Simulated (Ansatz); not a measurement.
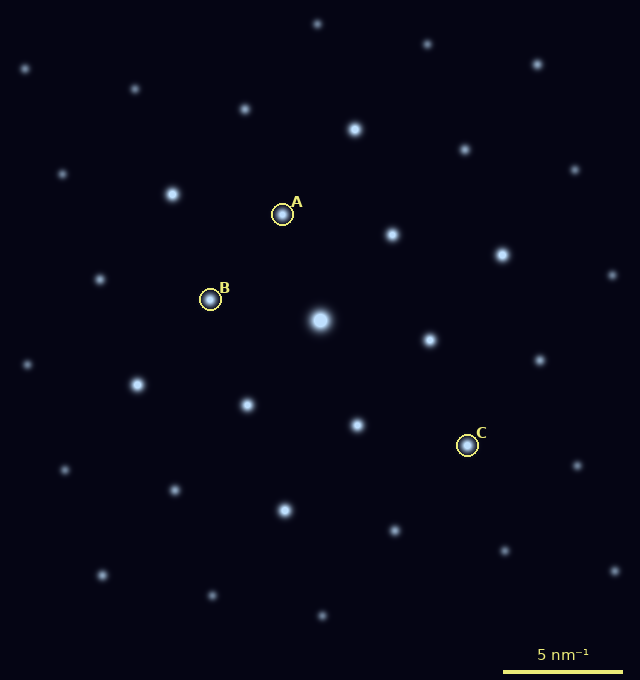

Kinematic zone-axis pattern, calculated for 100 keV electrons with B = 0.5 Å². The zone axis points towards the electron source and the pattern is seen from the source side.

Crystal: Ni, space group P6_3/mmc (No. 194), a = 2.45 Å, c = 4.01 Å (hexagonal axes). Structure: the geometry relaxed with DFT, PBEsol, plane waves (420 eV) with PAW, scalar-relativistic in Ansatz; the starting structure was generated, so it need not be a known form of this composition.

Spot A is indexed -1 0 0 and spot B 0 -1 0.

### Give hkl for C.

C = −A − B = 1 1 0 (d = 1.224 Å).

### Which zone axis is this?

The cross product of A and B is parallel to [001]; every spot obeys hu + kv + lw = 0.

### What are the spacings of A and B and the angle between them?

d(A) = 2.120 Å, d(B) = 2.120 Å, and the angle is 60.0°.
